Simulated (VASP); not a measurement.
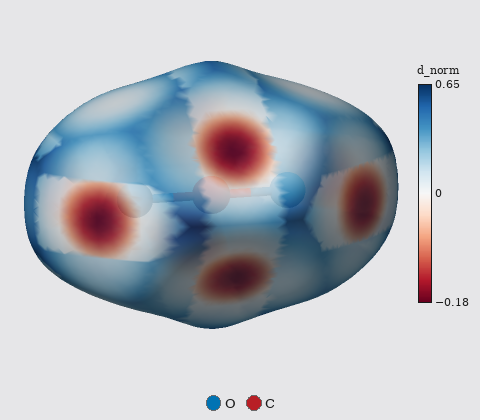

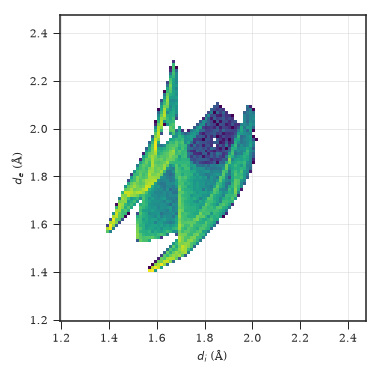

Hirshfeld surface computed for the CO$_{2}$ molecule in CO2 in space group P4_2/mnm, coloured by d_norm. The second picture is its fingerprint plot, coloured by area on a logarithmic scale (dark little, yellow much).

The surface is where the fragment's share of the procrystal density (the sum of the densities of spherically averaged neutral Hartree-Fock atoms) equals one half. d_i and d_e are the distances from the surface to the nearest nucleus inside and outside; d_norm adds both, each measured against its van der Waals radius (Alvarez: O 1.50 Å, C 1.77 Å), so red marks contacts shorter than the sum of radii, white equal and blue longer.

The cell is taken from a cell listed in the Materials Project, as set up for an electronic-structure calculation.

```xyz
6
Lattice="4.2272 0.0000 0.0000 0.0000 4.2272 0.0000 0.0000 0.0000 4.6878" Properties=species:S:1:pos:R:3 pbc="T T T"
O     3.4022    3.4022    0.0000
O     0.8250    0.8250    0.0000
O     2.9386    1.2886    2.3439
O     1.2886    2.9386    2.3439
C     0.0000    0.0000    0.0000
C     2.1136    2.1136    2.3439
```

Which contact with the surroundings is the closest relative to the atoms' sizes?

O···C at 2.97 Å, 91 % of the sum of the van der Waals radii.

How is the surface shared among contacts (both directions of a pair summed)?

O···O 58 %, C···O 42 %.

Give the size and shape of the surface.

It encloses about 38.5 Å³, has an area of about 59 Å² and a globularity of 0.94 (1 for a sphere).

Where does the fingerprint reach closest to the origin?

The smallest d_i + d_e is about 3.0 Å, which belongs to the shortest contact, O···C at 2.97 Å; d_e runs from 1.40 to 2.27 Å.
